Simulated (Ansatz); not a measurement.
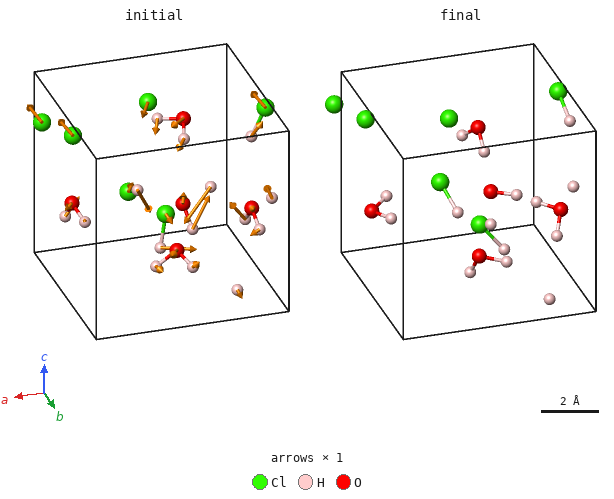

The structure of an amorphous cell of composition H₃ClO before (left) and after (right) a relaxation, at one scale. The orange arrows give the displacements, at their true length.

The picture is a ball-and-stick view of the cell of the calculation, seen from a free direction.

The cell holds 5 HCl + 5 H2O. The run prepares the start of a later molecular dynamics calculation, from a guessed geometry.

Computed with DFT PBE-D3(BJ), scalar-relativistic, plane waves, PAW (Ansatz). Settings: plane-wave cutoff 420 eV; k-point mesh 1 × 1 × 1; occupations fermi dirac; smearing width 0.02 eV; no spin polarisation; atoms relaxed in a fixed cell; force threshold 0.3 eV/Å; at most 15 steps.

Question: Describe what moved and what it gained.

Answer: The relaxation stopped without meeting its thresholds, so the last structure isn't shown to be converged. It used up its limit of 15 steps. The energy falls by 160 meV per atom in 14 geometry steps. Largest force component: 1.2 eV/Å at the start, 0.91 eV/Å at the end. The largest move is that of an H atom, 1.64 Å along [2 1 −2]. Largest moves by element: H 1.64 Å, Cl 1.24 Å, O 0.95 Å. The cell doesn't change. Some distances before and after: Cl–H 1.280 → 1.398 Å, Cl–H 1.280 → 1.356 Å, Cl–H 1.280 → 1.323 Å, H–O 0.969 → 0.998 Å. Bond angles that change, for instance: H–O–H 104.0° → 99.4°, H–O–H 104.0° → 106.5°.

Limits of the set-up: the periodic images lie only 7.1 Å apart, so the values are limited by the cell's size.
